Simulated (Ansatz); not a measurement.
System: W, space group Pm-3m (No. 221) (one of a set of cubic test structures, which need not be the stable phase).

Input of one of the runs behind the figure:
```
crystal:
  lattice:
    - [2.641989814527, 0.0, 0.0]
    - [0.0, 2.641989814527, 0.0]
    - [0.0, 0.0, 2.641989814527]
  atoms:
    - { symbol: W, position: [0, 0, 0] }
kpoints:
  mp_grid: { grid: [41, 41, 41] }
hamiltonian:
  xc: pbe
  pseudopotentials: { kind: paw }
scf:
  occupations: { method: fermi_dirac, width: 0.061225619053 }
output:
  forces: true
  stress: true
```

Run as:
```bash
ansatz run input.yaml --threads 2
```

Computed with Ansatz 0.2.0 development build: equation of state of a cubic crystal from periodic Kohn-Sham density functional theory without spin, third-order Birch-Murnaghan fit to the free energies; pressure corrected for the finite basis. Level: PBE.

structure type simple cubic; atoms in cell 1; space group number 221; lattice centring simple cubic; k mesh 41×41×41; occupation method Fermi–Dirac; occupation width 0.06123 eV; wave cutoff 420 eV; datasets soft-1 PAW; density tolerance 1e−07 eV; bands 11; density cutoff ratio 4; search for lower states default.

Predict the energy above the lowest point against volume. The volume takes the values 17.33, 17.70, 18.07, 18.44, 18.81, 19.18, 19.55 Å³/atom.

A third-order Birch–Murnaghan fit gives V0 = 18.37 Å³/atom, B0 = 214 GPa and B′ = 4.2. The energy above the lowest point is 42.5 meV/atom at volume 17.33 Å³/atom and 45.4 meV/atom at 19.55 Å³/atom; the lowest computed point is at volume 18.44 Å³/atom (0.0 meV/atom), in a single well.

| volume (Å³/atom) | energy above the lowest point (meV/atom) |
| --- | --- |
| 17.33 | 42.5 |
| 17.70 | 16.8 |
| 18.07 | 3.0 |
| 18.44 | 0.0 |
| 18.81 | 6.7 |
| 19.18 | 22.1 |
| 19.55 | 45.4 |

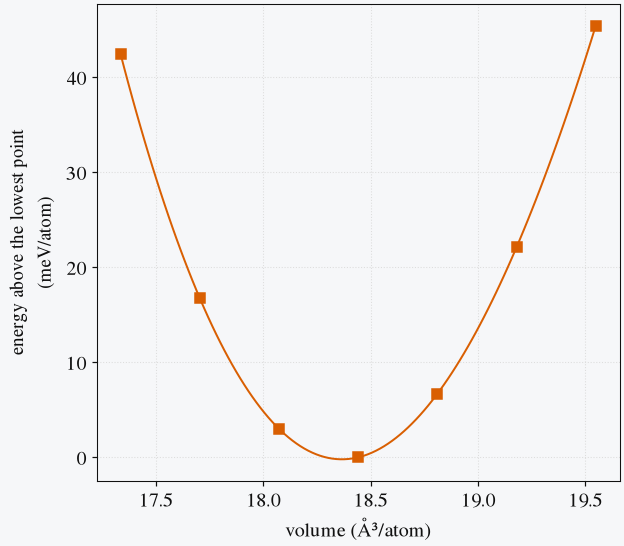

Limits of the calculation: cubic model structure, not the ambient form.
